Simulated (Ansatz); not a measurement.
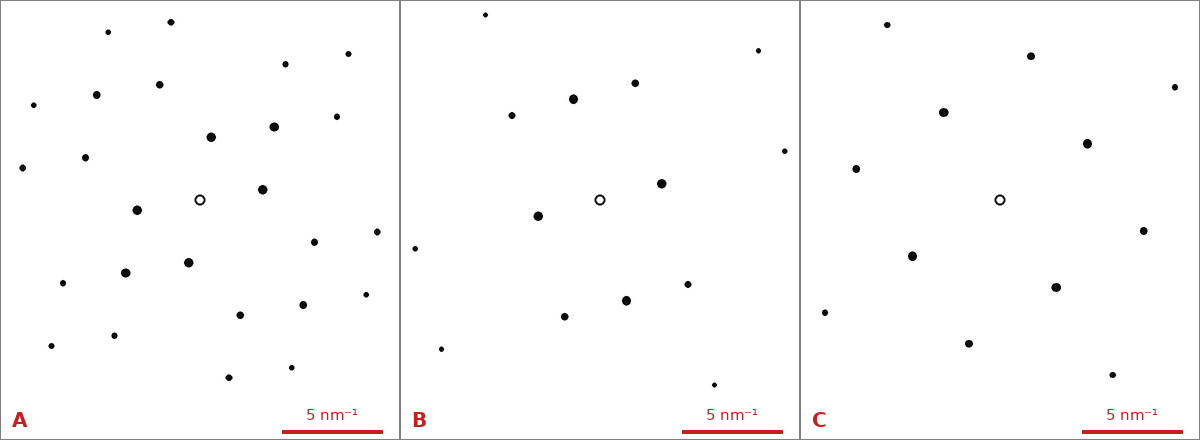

Computed electron diffraction patterns, 200 kV, single scattering only, B = 0.5 Å².

All three come from Rh, space group Fd-3m (No. 227), a = 5.436 Å. Structure: the input geometry of an electronic-structure calculation (not necessarily at equilibrium); the starting structure was generated, so it need not be a known form of this composition.

> Assign the zone axes [001], [110], [211] to A, B and C.

A is [110]: centred rectangular net of -1 1 -1 at d = 3.14 Å and -1 1 1 at d = 3.14 Å, at 70.5°. B is [211]: rectangular net of -1 1 1 at d = 3.14 Å and 0 -2 2 at d = 1.92 Å, at 90.0°. C is [001]: square net of 2 -2 0 at d = 1.92 Å and 2 2 0 at d = 1.92 Å, at 90.0°.
